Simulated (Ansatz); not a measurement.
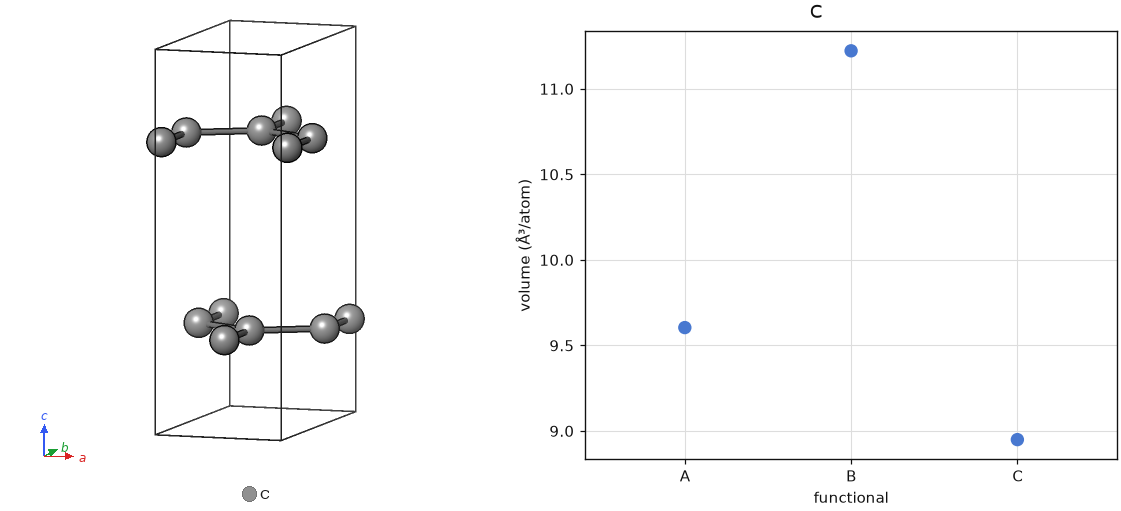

The picture above shows the volume by functional for C, space group Cmme (No. 67). The labels are replaced by letters. In alphabetical order the cases are: PBE; PBE+D3(BJ); PBEsol. The conventional cell is drawn beside the plot.

Starting cell:
```
C
1.0
     1.22805   -2.12706    0.00000
     1.22805    2.12706    0.00000
     0.00000    0.00000    7.17327
C
4
Direct
  0.08338 0.91662 0.75314
  0.58338 0.41662 0.24686
  0.91662 0.08338 0.24686
  0.41662 0.58338 0.75314
```

Computed with Ansatz 0.2.0: volume and cell lengths of one structure relaxed by several density functionals; plane waves with PAW datasets, Γ-centred k mesh. All runs: no spin polarisation.

- occupations: Gaussian
- smearing width: 0.1 eV

The space group named is that of the starting cell.

Which letter stands for which functional?

A: PBEsol (9.6 Å³/atom); B: PBE (11.2 Å³/atom); C: PBE+D3(BJ) (8.9 Å³/atom).

Note: bands overlap; bands touch, and spin-orbit coupling could open a gap; structure snapped to symmetry; weakly bound, no dispersion correction.
